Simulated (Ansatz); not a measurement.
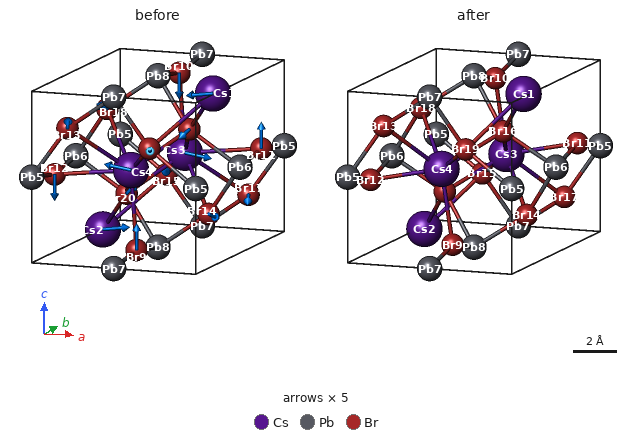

The structure of a crystal of CsPbBr$_{3}$ (set up in Pnma) before (left) and after (right) a relaxation, at one scale. The blue arrows give the displacements, 5 times their true length.

A ball-and-stick model of the cell of the calculation, seen slightly off an axis.

These are results of DFT, PBE, plane-wave PAW, default files, scalar-relativistic (Ansatz 0.2.0), not measurements.

Input file:
```yaml
crystal:
  lattice:
    - [8.255, 0.0, 0.0]
    - [0.0, 11.759, 0.0]
    - [0.0, 0.0, 8.207]
  atoms:
    - { symbol: Cs, position: [0.971, 0.25, 0.99] }
    - { symbol: Cs, position: [0.029, 0.75, 0.01] }
    - { symbol: Cs, position: [0.529, 0.75, 0.49] }
    - { symbol: Cs, position: [0.471, 0.25, 0.51] }
    - { symbol: Pb, position: [0.0, 0.0, 0.5] }
    - { symbol: Pb, position: [0.0, 0.5, 0.5] }
    - { symbol: Pb, position: [0.5, 0.0, 0.0] }
    - { symbol: Pb, position: [0.5, 0.5, 0.0] }
    - { symbol: Br, position: [0.505, 0.25, 0.046] }
    - { symbol: Br, position: [0.495, 0.75, 0.954] }
    - { symbol: Br, position: [0.995, 0.75, 0.546] }
    - { symbol: Br, position: [0.005, 0.25, 0.454] }
    - { symbol: Br, position: [0.205, 0.025, 0.793] }
    - { symbol: Br, position: [0.795, 0.525, 0.207] }
    - { symbol: Br, position: [0.295, 0.975, 0.293] }
    - { symbol: Br, position: [0.705, 0.475, 0.707] }
    - { symbol: Br, position: [0.795, 0.975, 0.207] }
    - { symbol: Br, position: [0.205, 0.475, 0.793] }
    - { symbol: Br, position: [0.705, 0.025, 0.707] }
    - { symbol: Br, position: [0.295, 0.525, 0.293] }
kpoints:
  mp_grid: { grid: [4, 3, 4] }
scf:
  occupations: { method: fermi_dirac, width: 0.02 }
hamiltonian:
  xc: pbe
  pseudopotentials: { kind: paw }
output:
  forces: true
  stress: true
  populations: true
  efg:
    quadrupole_moments_barn: { Cs: -0.00343, Br: 0.2579 }
    contact_densities: true
  write_density: true
  write_potential: true
  elf: true
  volumetric_format: npy
relax:
  f_tol: 0.02
  max_steps: 60
```

Run as
```bash
ansatz run input.yaml --threads 2 --pin off --max-ram 5120MiB --backend cpu --events-out ev --progress --plain --runs-dir out
```

**Describe what moved and what it gained.**

After 3 geometry steps the energy has fallen by 6.5 meV per atom. The largest force component goes from 0.098 to 0.012 eV/Å. The largest moves, 0.28 Å, are those of Cs1, Cs2, Cs3 and Cs4. Cs3 goes roughly along +a. By element the largest moves are Cs 0.28 Å, Br 0.26 Å. Pb stays in place. The cell doesn't change. Among the contacts that change: Cs1–Br9 4.432 → 4.744 Å, Cs1–Br12 4.408 → 4.651 Å, Cs1–Br9 (another image) 3.874 → 3.651 Å, Cs1–Br16 4.149 → 3.953 Å. Among the angles between lasting bonds that change: Cs1–Br12–Cs4 101.0° → 110.8°, Pb5–Br12–Pb6 165.3° → 155.5°, Cs2–Br14–Pb8 104.5° → 111.8°. The space group stays Pnma (No. 62).
